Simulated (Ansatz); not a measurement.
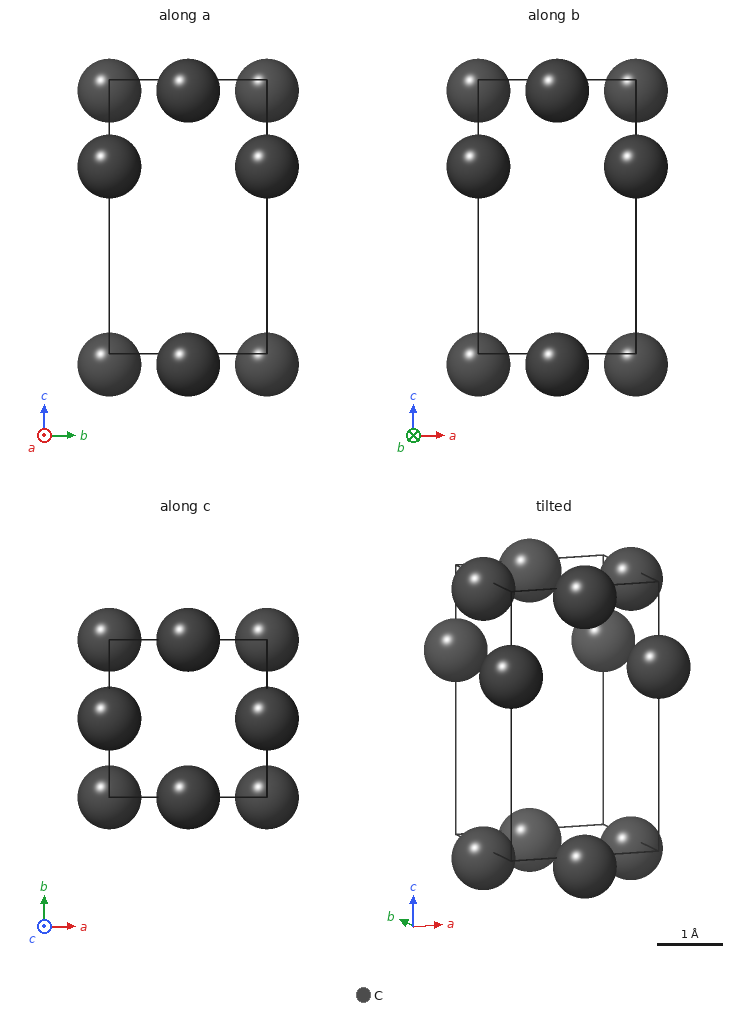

View along the a axis, along the b axis, along the c axis and slightly off an axis, drawn as a spheres-only model. The box is the conventional unit cell; atoms on or close to its faces, edges and corners are drawn wherever they repeat.

Lattice parameters: a = 2.424 Å, b = 2.424 Å, c = 4.214 Å, α = 90.00°, β = 90.00°, γ = 90.00°.

Write down what is shown as a table of Wyckoff sites, with free fractional coordinates to two decimals.

Space group P4mm (No. 99).
| atom | site | x | y | z |
| --- | --- | --- | --- | --- |
| C | 1a | 0.00 | 0.00 | 0.68 |
| C | 2c | 0.50 | 0.00 | 0.96 |

The structure comes from a random cell made by a generator, so it need not be a real form of the element. Earlier steps of the study, as a rule a relaxation of our own, may have changed the cell and positions, so they can lie some per cent off the listed ones. It was run through Ansatz as a DFT input.
